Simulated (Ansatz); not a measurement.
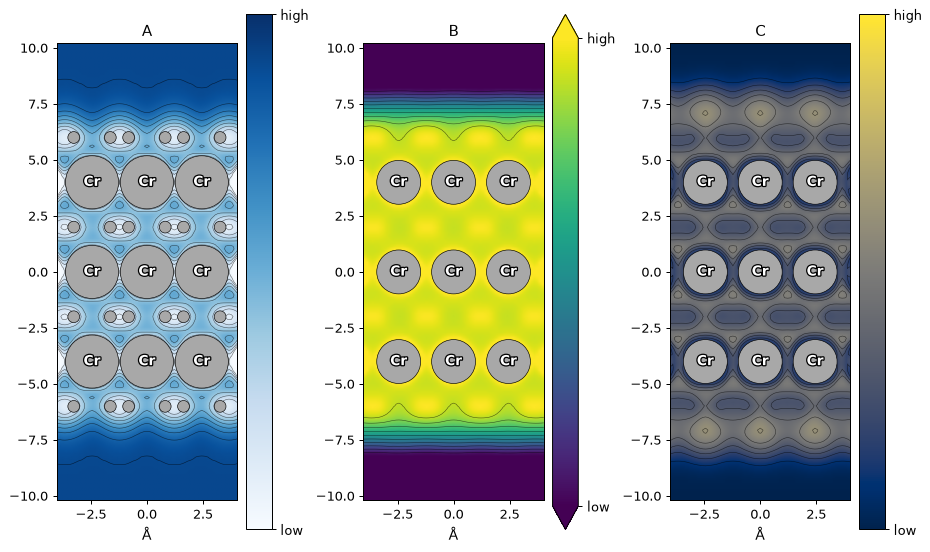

Cr (slab): 3 fields on the (010) plane of the calculation cell, a cut from vacuum to vacuum, with unlabelled colour scales. Grey discs cover the atomic cores.

Not relaxed (largest force 0.5 eV/Å); computed without spin polarisation.

These are results of DFT r2SCAN, scalar-relativistic, plane waves, PAW (Ansatz), not measurements.

```yaml
crystal:
  lattice:
    - [2.45017, 0.00000, 0.00000]
    - [-0.81672, 2.31004, 0.00000]
    - [0.00000, 0.00000, 27.00332]
  atoms:
    - { symbol: Cr, position: [0.50000, 0.50000, 0.27774] }
    - { symbol: Cr, position: [0.00000, 0.00000, 0.35183] }
    - { symbol: Cr, position: [0.50000, 0.50000, 0.42591] }
    - { symbol: Cr, position: [0.00000, 0.00000, 0.50000] }
    - { symbol: Cr, position: [0.50000, 0.50000, 0.57409] }
    - { symbol: Cr, position: [0.00000, 0.00000, 0.64817] }
    - { symbol: Cr, position: [0.50000, 0.50000, 0.72226] }
```

### Which field does each panel show? The fields are: electron localisation function, electrostatic potential energy of an electron and valence pseudo-density.

Panel A: electrostatic potential energy of an electron (low next to the atoms, rising into the space between them). Panel B: valence pseudo-density. Panel C: electron localisation function.
